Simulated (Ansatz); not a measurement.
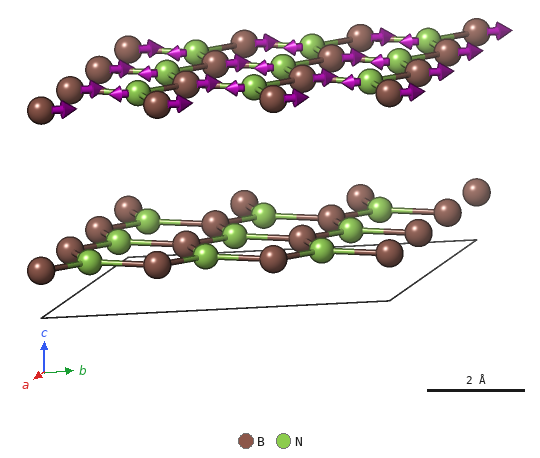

One vibrational mode of a free-standing layer of BN (a generated structure) at the zone centre. The purple arrows are the displacements of the atoms (eigenvector over the root of the mass), of arbitrary overall length and sign. A ball-and-stick model of the 3 × 3 repeat of the cell, outlined in the plane, without the vacuum, seen slightly off an axis.

The calculation used Ansatz, DFT PBE+D3(BJ), scalar-relativistic, plane waves, PAW. Settings: plane-wave cutoff 420 eV; k-point mesh 12 × 12 × 1; occupations fixed; no spin polarisation.

Frequencies are those without the non-analytic (LO–TO) term.

Q: Give the character and frequency of this mode.

A: This is a 4-fold mode (one member of the set is drawn) at 1353 cm⁻¹, the highest optical level. All motion is along b of the drawn cell; it stretches the shortest B–N bonds (1.45 Å); the kinetic energy is shared as B 56 %, N 44 %.
